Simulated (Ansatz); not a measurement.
# Energy of KBr along an even scaling of the cell

System: KBr (Fm-3m, 2 atoms in the cell).
Method: DFT PBE, scalar-relativistic, plane waves, PAW, no spin polarisation (Ansatz 0.2.0).

The 6 runs differ only in the geometry, by an even scaling of the cell at fixed fractional positions. The structure derives from an entry of the Crystallography Open Database.

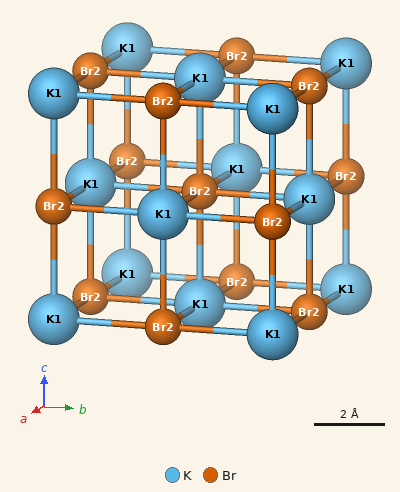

Figure 1. The structure of run 4 (ball-and-stick view of the cell 4 times as large as that of the calculation, set on its symmetry axes, seen slightly off an axis; atoms are numbered from 1 in the order of the input). An atom can appear more than once, as a periodic image.

**Input of run 4**
```yaml
crystal:
  lattice:
    - [0.0, 3.3301715012, 3.3301715012]
    - [3.3301715012, 0.0, 3.3301715012]
    - [3.3301715012, 3.3301715012, 0.0]
  atoms:
    - { symbol: K, position: [0.0, 0.0, 0.0] }
    - { symbol: Br, position: [0.5, 0.5, 0.5] }
basis:
  ecutwfc: 420
  ecutrho_ratio: 4
kpoints:
  mp_grid: { grid: [10, 10, 10] }
hamiltonian:
  xc: pbe
scf:
  occupations: { method: gaussian, width: 0.05 }
output:
  forces: true
  stress: true
  eigenvalues: true
```

Command:
```bash
ansatz run input.yaml --threads 2 --pin off --max-ram 2662MiB --backend cpu --events-out ev --progress --plain --runs-dir out
```

Run 3 differs from it as follows:
```diff
-    - [0.0, 3.3301715012, 3.3301715012]
-    - [3.3301715012, 0.0, 3.3301715012]
-    - [3.3301715012, 3.3301715012, 0.0]
+    - [0.0, 3.3083177322, 3.3083177322]
+    - [3.3083177322, 0.0, 3.3083177322]
+    - [3.3083177322, 3.3083177322, 0.0]
```

**Results, with one run withheld**

| run | volume per atom (Å³) | free energy per atom, from the lowest run given (meV) | pressure (GPa) | gap on the mesh (eV) |
| --- | --- | --- | --- | --- |
| 1 | 36.049 | 3.26 | 0.67 | 4.43 |
| 2 | 36.178 | 2.75 | 0.61 | 4.42 |
| 3 | 36.209 | ? | ? | ? |
| 4 | 36.932 | 0.66 | 0.29 | 4.36 |
| 5 | 37.685 | 0.00 | 0.00 | 4.31 |
| 6 | 38.439 | 0.60 | −0.25 | 4.26 |

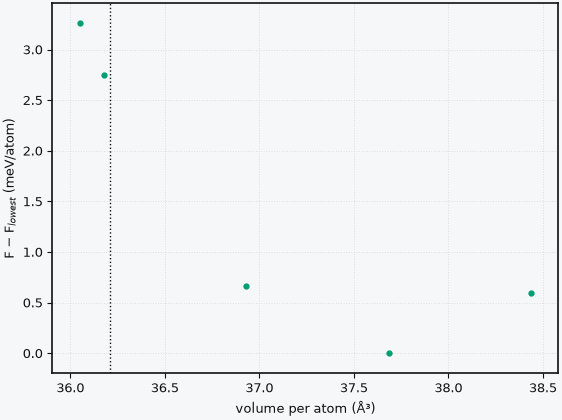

Figure 2. Free energy per atom of the runs given; the dotted line marks run 3.

Fit the runs given and predict run 3.

A cubic polynomial in V^(−2/3) (the Birch–Murnaghan form), fitted to the 5 runs given, misses them by under 0.01 meV per atom. With x = V^(−2/3) − 0.09000 Å⁻², it reads F = 0.4871 + 940.49 x + 4.563e+05 x² + 2.6591e+06 x³ (meV per atom). At run 3 it gives 2.63 meV per atom, and the run itself gives 2.63. The slope of the fit gives a pressure −dF/dV of 0.59 GPa there, and the run prints 0.59 GPa. The fit has its minimum at 37.688 Å³ per atom, where V d²F/dV² gives 13.4 GPa: the bulk modulus at this level, since symmetry fixes the shape and the positions. The gap on the mesh goes, without turning, from 4.43 eV in run 1 to 4.26 eV in run 6; run 3 has 4.42 eV. These are gaps of this functional on this mesh, which can miss the band edges; they aren't the measured gap.

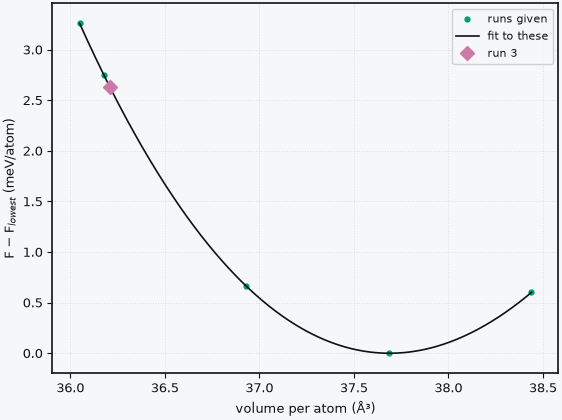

Figure 3. The fit and the withheld run.

**Output, shortened to warnings, some set-up lines, iterations and results (run 3)**
```
Basis set: ecut = 420 eV, 1411 PW (Γ), exchange–correlation on 64×64×64 points (8 copies of the dense FFT grid, shifted against one another)
Symmetry: 48 space group operations
k-points: 47 of 1000
Initial density: superposition of atomic densities (neutral atoms: chi_scale 0, normalization atom), corrected by the library's trained network
[...]
SCF iter   1: F=—  HF=-4324.498929 eV  |F-HF|=—  |Δ(HF+E_count)|=         —  Δρ=1.65e-4  dr2=1.24e-5  ethr=1.77e-3  ⟨swp⟩=6.6  Hψ=3811  notcnv=0
SCF iter   2: F=—  HF=-4324.498763 eV  |F-HF|=—  |Δ(HF+E_count)|=   1.66e-4  Δρ=1.83e-4  dr2=4.04e-5  ethr=7.73e-8  ⟨swp⟩=3.4  Hψ=1741  notcnv=0
SCF iter   3: F=—  HF=-4324.498760 eV  |F-HF|=—  |Δ(HF+E_count)|=   2.54e-6  Δρ=4.64e-5  dr2=7.95e-7  ethr=7.73e-8  ⟨swp⟩=2.0  Hψ=893  notcnv=0
SCF iter   4: F=—  HF=-4324.498765 eV  |F-HF|=—  |Δ(HF+E_count)|=   4.69e-6  Δρ=3.30e-5  dr2=1.16e-6  ethr=4.97e-9  ⟨swp⟩=2.0  Hψ=893  notcnv=0
SCF iter   5: F=-4324.498765 eV  HF=-4324.498765 eV  |F-HF|=9.46e-9  |Δ(HF+E_count)|=   1.50e-7  Δρ=2.59e-6  dr2=4.89e-9  ethr=4.97e-9  ⟨swp⟩=2.0  Hψ=893  notcnv=0
SCF iter   6: F=-4324.498765 eV  HF=-4324.498765 eV  |F-HF|=3.79e-10  |Δ(HF+E_count)|=   1.15e-8  Δρ=6.30e-7  dr2=2.46e-10  ethr=3.06e-11  ⟨swp⟩=2.2  Hψ=2070  notcnv=0
SCF 1 converged in 6 iterations: F = -4324.498765 eV  dr2 = 2.46e-10
SCF converged after 6 iterations
Free energy (F): -4324.498765 eV
Harris-Foulkes:  -4324.498765 eV  (|F-HF|=3.79e-10)
Internal energy: -4324.498765 eV  (E = F + TS)
E sigma→0 (E₀):  -4324.498765 eV
Fermi energy:    3.226132 eV
--- Per-component energies (eV) ---
  E_band       = -134.394097
  E_kinetic    = 388.380909
  E_local      = -841.899721  (includes V_loc(G=0)·N_el)
  E_nonlocal   = 82.847821
  E_hartree    = 273.115239
  E_xc         = -400.586648
  E_vxc        = -269.593788  (∫ρ·V_xc dr)
  E_paw        = -3028.381830  (= ΣΔE_a)
  E_vpaw       = -40.359801  (= ΣTr[D̂ρ^β])
  E_aug_tail   = -0.000003  (compensation charges beyond the density's cutoff)
  E_ewald      = -797.974531
  E_smearing   = -0.000000  (= −TS)
  E_closure    = 0.000000  (closes the sum)
  Σ components = -4324.498765   (vs F -4324.498765, Δ=0.00e0)
--- Forces (eV/Å), atoms counted from 1 ---
  atom   1  K     -0.00000000     0.00000000     0.00000000
  atom   2  Br     0.00000000    -0.00000000    -0.00000000
  max |Σ_I F_I| component: 2.86e-30 eV/Å
--- Stress (GPa, compression-positive) ---
        0.593093      -0.000000       0.000000
       -0.000000       0.593093      -0.000000
       -0.000000      -0.000000       0.593093
  P = ⅓ Tr σ = 0.5931 GPa (5.931 kbar)
```
